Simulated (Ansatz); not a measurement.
**Run report: MnSb, single-point calculation (part 1 of 2)**

The run: single-point calculation of MnSb (P6₃/mmc, 4 atoms in the cell). Method and program: DFT, PBEsol, PAW with Ansatz's default frozen-core files, scalar-relativistic, spin-polarised (Ansatz 0.2.0).

The structure derives from an entry of the Crystallography Open Database. It belongs to a series of runs on one base structure; here: field of 200 T on the spins, PAW files. Figures and captions count atoms from 1; the log counts them from 0 in places.

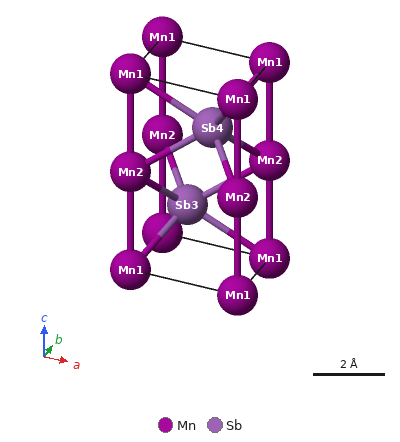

**Figure 1.** The structure (ball-and-stick view of the cell of the calculation, seen slightly off an axis; atoms are numbered from 1 in the order of the input).

### Input file
```yaml
crystal:
  lattice:
    - [4.15, 0.0, 0.0]
    - [-2.075, 3.5940054257, 0.0]
    - [0.0, 0.0, 5.78]
  atoms:
    - { symbol: Mn, position: [0.0, 0.0, 0.0], spin: 3.4 }
    - { symbol: Mn, position: [0.0, 0.0, 0.5], spin: 3.4 }
    - { symbol: Sb, position: [0.3333333333, 0.6666666667, 0.25] }
    - { symbol: Sb, position: [0.6666666667, 0.3333333333, 0.75] }
magnetization:
  spin_polarized: true
  magnetic_field: 200
kpoints:
  mp_grid: { grid: [9, 9, 6] }
scf:
  occupations: { method: fermi_dirac, width: 0.1 }
  convergence: { dr2_threshold: 1.0e-10 }
  lower_state_search: "off"
hamiltonian:
  xc: pbesol
  pseudopotentials: { kind: paw }
output:
  forces: true
  stress: true
  eigenvalues: true
  write_density: true
  write_potential: true
  elf: true
  volumetric_format: npy
```

Command:
```bash
ansatz run input.yaml --threads 2 --pin off --max-ram 6144MiB --backend cpu --events-out ev --progress --plain --runs-dir out
```

### The program's output
```
Engine: ansatz 0.2.0, x86_64-unknown-linux-gnu
Pseudopotentials: kind: paw
Pseudopotential: Mn, paw, valence charge 15, recommended cutoff 420 eV (normal), Mn.paw.azcp
Pseudopotential: Sb, paw, valence charge 15, recommended cutoff 420 eV (normal), Sb.paw.azcp
Functional definition: PBEsol
  exchange = pbesol_x
  correlation = pbesol_c
Crystal: 4 atoms, lattice volume = 86.209 Å³
Basis set: ecut = 420 eV, 1657 PW (Γ), exchange–correlation on 60×60×80 points (8 copies of the dense FFT grid, shifted against one another)
Bands: 41, of which v1, the nominal top of the filled ones, is band 30 counted from 1 (29 counted from 0)
Symmetry: 24 space group operations
Space group: P63/mmc (ITA 194), of the structure as read, at distance tolerance 4.4e-5 Å
Magnetic group: BNS 194.263 (UNI 1493), of the structure as read, at distance tolerance 4.4e-5 Å
k-points: 48 of 486
Non-local potential: Mn, projectors of the file, l = 0: 3, l = 1: 2, l = 2: 3, l = 3: 1
Non-local potential: Sb, projectors of the file, l = 0: 2, l = 1: 2, l = 2: 2, l = 3: 2
PAW form: soft (Blöchl's): semilocal exchange-correlation on the pseudo side does not see the compensation charge
PAW frozen core: Mn, regenerated for the run's functional, and the local potential with it (the file was generated under x = pbe(κ = 0.804, μ = 0.2195149727645171), c = pbe(β = 0.06672455060314922))
PAW frozen core: Sb, regenerated for the run's functional, and the local potential with it (the file was generated under x = pbe(κ = 0.804, μ = 0.2195149727645171), c = pbe(β = 0.06672455060314922))
PAW one-centre angular grid: Mn, 590 points (default); XC on 64 Gauss nodes
PAW one-centre angular grid: Sb, 590 points (default); XC on 64 Gauss nodes
Initial density: superposition of atomic densities (chi_scale 0.1, normalization cell)
Starting moments: Σ|m| = 6.8 μB on 2 of 4 sites
Magnetic field: 200 T along the axis of the moments, on the spin alone (11.5768 meV per μB along it)
Initial wavefunctions: pseudopotential atomic-orbital guess
Functional: x = pbesol(κ = 0.804, μ = 0.12345679012345678), c = pbesol(β = 0.046)
SCF iter   1: F=—  HF=-20554.132297 eV  |F-HF|=—  |Δ(HF+E_count)|=         —  Δρ=3.52e-2 (↑3.52e-2 ↓3.51e-2)  dr2=5.73e0  dr2_m=7.32e-2  M=6.058 μB ∫|m|=6.725 μB  β_m=0.30  ethr=3.10e-3  ⟨swp⟩=7.1  Hψ=15823  notcnv=0  defer=4
preconditioner: auto → Kerker (q_TF=auto, 2.568 Å⁻¹)  [metal: Δε(μ)=0.006 eV  Ē_g=7.292 eV  σ=0.100 eV  W_gap=0.02  n_scr=22 (ndim 8)  ℏωp=19.6 eV  f_vac=0.000  D(μ)=3.21/eV (n_scr^D=22)]
spin=Collinear: Kerker preconditioning applied to the charge; magnetization (m = ρ↑ − ρ↓) channel mixes plain (no charge-response kernel on spin).
SCF iter   2: F=—  HF=-20553.568005 eV  |F-HF|=—  |Δ(HF+E_count)|=   5.64e-1  Δρ=1.54e-2 (↑1.15e-2 ↓1.54e-2)  dr2=5.34e-1  dr2_m=5.31e-2  M=6.423 μB ∫|m|=7.077 μB  β_m=0.30  ethr=3.10e-3  ⟨swp⟩=2.6  Hψ=6290  notcnv=0  defer=150
Mixer restart at iter 2: flushing history
spin-set hold released at iteration 2 (the charge has settled, or the pull on large starting moments outlasts its swing): the magnetisation degrees of freedom join the quasi-Newton model from the next iteration; the mixer history was flushed
SCF iter   3: F=—  HF=-20553.509899 eV  |F-HF|=—  |Δ(HF+E_count)|=   5.81e-2  Δρ=1.12e-2 (↑9.89e-3 ↓1.12e-2)  dr2=3.75e-1  dr2_m=4.14e-2  M=6.451 μB ∫|m|=7.139 μB  β_m=0.65  ethr=8.90e-4  ⟨swp⟩=2.0  Hψ=4786  notcnv=0  defer=142
SCF iter   4: F=—  HF=-20553.498389 eV  |F-HF|=—  |Δ(HF+E_count)|=   1.15e-2  Δρ=1.40e-2 (↑8.46e-3 ↓1.40e-2)  dr2=3.42e-1  dr2_m=9.59e-3  M=6.653 μB ∫|m|=7.407 μB  β_m=0.54  ethr=6.26e-4  ⟨swp⟩=2.4  Hψ=5743  notcnv=0  defer=142
SCF iter   5: F=—  HF=-20553.451992 eV  |F-HF|=—  |Δ(HF+E_count)|=   4.64e-2  Δρ=4.03e-3 (↑3.00e-3 ↓4.03e-3)  dr2=1.13e-2  dr2_m=8.14e-3  M=6.659 μB ∫|m|=7.463 μB  β_m=0.77  ethr=5.70e-4  ⟨swp⟩=2.1  Hψ=6166  notcnv=0  defer=133
SCF iter   6: F=—  HF=-20553.452025 eV  |F-HF|=—  |Δ(HF+E_count)|=   3.34e-5  Δρ=1.41e-3 (↑1.41e-3 ↓9.54e-4)  dr2=4.40e-3  dr2_m=5.64e-5  M=6.688 μB ∫|m|=7.512 μB  β_m=0.85  ethr=1.88e-5  ⟨swp⟩=2.1  Hψ=5118  notcnv=0  defer=133
SCF iter   7: F=—  HF=-20553.451710 eV  |F-HF|=—  |Δ(HF+E_count)|=   3.15e-4  Δρ=4.49e-4 (↑4.49e-4 ↓3.80e-4)  dr2=6.78e-4  dr2_m=2.44e-6  M=6.691 μB ∫|m|=7.515 μB  β_m=0.92  ethr=7.33e-6  ⟨swp⟩=1.3  Hψ=3858  notcnv=0  defer=133
SCF iter   8: F=—  HF=-20553.451668 eV  |F-HF|=—  |Δ(HF+E_count)|=   4.27e-5  Δρ=2.05e-4 (↑2.05e-4 ↓1.64e-4)  dr2=1.09e-4  dr2_m=6.03e-7  M=6.695 μB ∫|m|=7.519 μB  β_m=0.96  ethr=1.13e-6  ⟨swp⟩=2.0  Hψ=4464  notcnv=0  defer=133
SCF iter   9: F=—  HF=-20553.451659 eV  |F-HF|=—  |Δ(HF+E_count)|=   8.18e-6  Δρ=3.39e-5 (↑2.87e-5 ↓3.39e-5)  dr2=2.12e-6  dr2_m=5.34e-7  M=6.694 μB ∫|m|=7.518 μB  β_m=0.98  ethr=1.81e-7  ⟨swp⟩=1.9  Hψ=4300  notcnv=0  defer=133
SCF iter  10: F=—  HF=-20553.451656 eV  |F-HF|=—  |Δ(HF+E_count)|=   3.02e-6  Δρ=1.69e-5 (↑5.04e-6 ↓1.69e-5)  dr2=5.34e-7  dr2_m=4.88e-8  M=6.694 μB ∫|m|=7.517 μB  β_m=0.99  ethr=3.54e-9  ⟨swp⟩=2.1  Hψ=5098  notcnv=0  defer=133
SCF iter  11: F=—  HF=-20553.451656 eV  |F-HF|=—  |Δ(HF+E_count)|=   4.14e-8  Δρ=1.69e-6 (↑1.20e-6 ↓1.69e-6)  dr2=8.19e-9  dr2_m=1.08e-10  M=6.694 μB ∫|m|=7.517 μB  β_m=0.99  ethr=8.90e-10  ⟨swp⟩=1.6  Hψ=4283  notcnv=0  defer=133
SCF iter  12: F=—  HF=-20553.451656 eV  |F-HF|=—  |Δ(HF+E_count)|=  4.73e-10  Δρ=4.64e-7 (↑2.65e-7 ↓4.64e-7)  dr2=4.73e-10  dr2_m=1.80e-11  M=6.694 μB ∫|m|=7.517 μB  β_m=1.00  ethr=1.36e-11  ⟨swp⟩=2.0  Hψ=6455  notcnv=0  defer=133
SCF iter  13: F=-20553.451656 eV  HF=-20553.451656 eV  |F-HF|=7.28e-12  |Δ(HF+E_count)|=  3.64e-11  Δρ=1.06e-7 (↑7.36e-8 ↓1.06e-7)  dr2=4.01e-11  dr2_m=7.16e-13  M=6.694 μB ∫|m|=7.517 μB  ethr=1.00e-12  ⟨swp⟩=11.9  Hψ=20158  notcnv=0
SCF 1 converged in 13 iterations: F = -20553.451656 eV  dr2 = 4.01e-11
  greatest PAW one-centre occupation: 1.002 electrons in one spin orbital (limit 2), on the Mn atom at site 1 (counted from 0), in its partial waves of l = 1
```

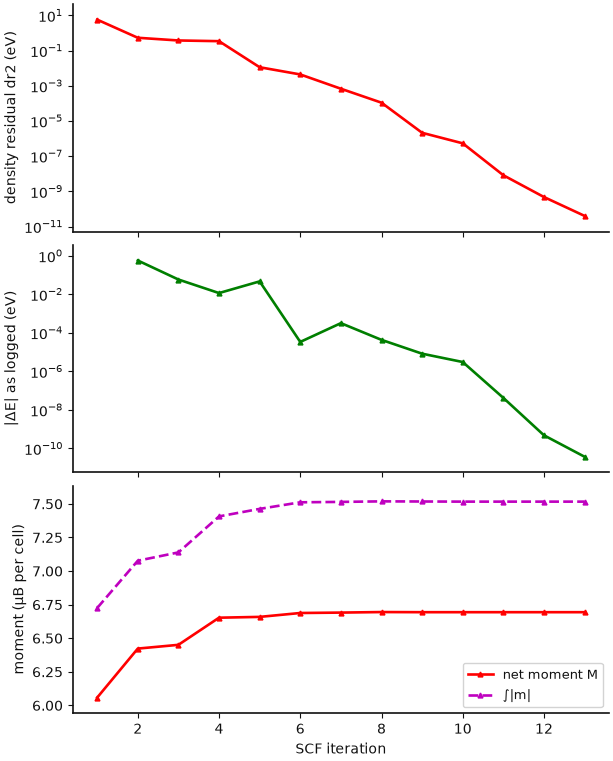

**Figure 2.** Convergence of the self-consistent field: density residual dr2, size of the energy change and magnetic moment against the SCF iteration. The residual falls at every step. The net moment goes from 6.1 to 6.7 μB per cell.

```
SCF converged after 13 iterations
Magnetization: 6.6937 μB (33.3468 up, 26.6532 down)
Absolute magnetization: 7.5243 μB (∫|ρ↑−ρ↓|, with the PAW one-centre terms)
Spin contamination: 0.3184 ħ² per cell (⟨S²⟩ above its minimum at these occupations)
Per-site moments (μB) at R_I (Å): [(3.415465914689495, 1.154179005085336), (3.4154659146894932, 1.154179005085336), (-0.12009304372331342, 1.1541790050853362), (-0.12009304372331299, 1.154179005085336)]
Free energy (F): -20553.451656 eV
Harris-Foulkes:  -20553.451656 eV  (|F-HF|=7.28e-12)
Internal energy: -20553.377068 eV  (E = F + TS)
E sigma→0 (E₀):  -20553.414362 eV
Entropy (-TS):   -0.074588 eV (-18.647 meV/atom)
Fermi energy:    11.909110 eV
--- Per-component energies (eV) ---
  E_band       = -842.040381
  E_kinetic    = 1020.222688
  E_local      = -7414.671850  (includes V_loc(G=0)·N_el)
  E_nonlocal   = 1228.414299
  E_hartree    = 3202.342811
  E_xc         = -497.291679
  E_vxc        = -479.013602  (∫ρ·V_xc dr)
  E_paw        = -11551.144141  (= ΣΔE_a)
  E_vpaw       = -1601.600294  (= ΣTr[D̂ρ^β])
  E_aug_tail   = -0.000023  (compensation charges beyond the density's cutoff)
  E_zeeman     = -0.077491  (= −μ_B·B·M)
  E_ewald      = -6542.174698
  E_core_change = 1.003015  (= ΣΔE_core)
  E_smearing   = -0.074588  (= −TS)
  E_closure    = 0.000000  (closes the sum)
  Σ components = -20553.451656   (vs F -20553.451656, Δ=0.00e0)
--- Forces (eV/Å), atoms counted from 1 ---
  atom   1  Mn     0.00000000    -0.00000000     0.00000000
  atom   2  Mn     0.00000000    -0.00000000     0.00000000
  atom   3  Sb     0.00000000     0.00000000     0.00000000
  atom   4  Sb    -0.00000000     0.00000000     0.00000000
  max |Σ_I F_I| component: 9.91e-29 eV/Å
--- Stress (GPa, compression-positive) ---
       -6.711089       0.000000       0.000000
       -0.000000      -6.711089       0.000000
        0.000000       0.000000      -7.844592
  P = ⅓ Tr σ = -7.0889 GPa (-70.889 kbar)
--- Band table (eV; the first three rows and the last of 96) ---
  k-point 0 ↑: bands = ["-68.8818", "-68.8748", "-37.8423", "-37.8423", "-37.8346", "-37.8346", "-37.6353", "-37.5537", "-16.8681", "-16.8681", "-16.8464", "-16.8454", "-16.8454", "-16.8445", "-16.8346", "-16.8346", "-16.8334", "-16.8334", "0.3229", "3.2957", "6.2777", "8.0317", "8.0317", "8.6644", "9.0153", "9.0153", "9.3162", "9.3162", "10.0490", "10.0490", "11.3937", "12.3516", "12.3516", "14.1482", "14.1482", "14.4770", "14.8326", "16.1214", "17.5179", "17.5179", "19.0948"]
  k-point 1 ↑: bands = ["-68.8813", "-68.8752", "-37.8418", "-37.8418", "-37.8351", "-37.8351", "-37.6299", "-37.5592", "-16.8669", "-16.8669", "-16.8476", "-16.8476", "-16.8462", "-16.8446", "-16.8338", "-16.8338", "-16.8332", "-16.8332", "0.4398", "2.8675", "6.8378", "8.1033", "8.1033", "8.7329", "9.0609", "9.0609", "9.2240", "9.2240", "9.9052", "9.9052", "11.2601", "12.5825", "12.5825", "13.6765", "14.1053", "14.1053", "15.0567", "16.5515", "17.3966", "17.3966", "18.5543"]
  k-point 2 ↑: bands = ["-68.8800", "-68.8765", "-37.8404", "-37.8404", "-37.8365", "-37.8365", "-37.6150", "-37.5742", "-16.8634", "-16.8634", "-16.8527", "-16.8527", "-16.8458", "-16.8449", "-16.8327", "-16.8327", "-16.8327", "-16.8327", "0.7859", "2.0793", "7.9365", "8.3093", "8.3093", "8.8724", "8.9624", "8.9624", "9.1908", "9.1908", "9.6346", "9.6346", "11.0374", "12.3325", "13.0893", "13.0893", "13.9439", "13.9439", "15.6486", "16.8485", "17.2336", "17.2336", "17.7825"]
  k-point 47 ↓: bands = ["-65.2513", "-65.2513", "-34.2299", "-34.2299", "-34.2296", "-34.2296", "-34.1252", "-34.1252", "-16.8648", "-16.8648", "-16.8602", "-16.8602", "-16.8425", "-16.8425", "-16.8346", "-16.8346", "-16.8346", "-16.8346", "2.7607", "2.7607", "7.5152", "7.5152", "7.8874", "7.8874", "10.6883", "10.6883", "12.3934", "12.3934", "12.5828", "12.5828", "13.0241", "13.0241", "13.2800", "13.2800", "15.9723", "15.9723", "17.9177", "17.9177", "18.8347", "18.8347", "20.2388"]
```
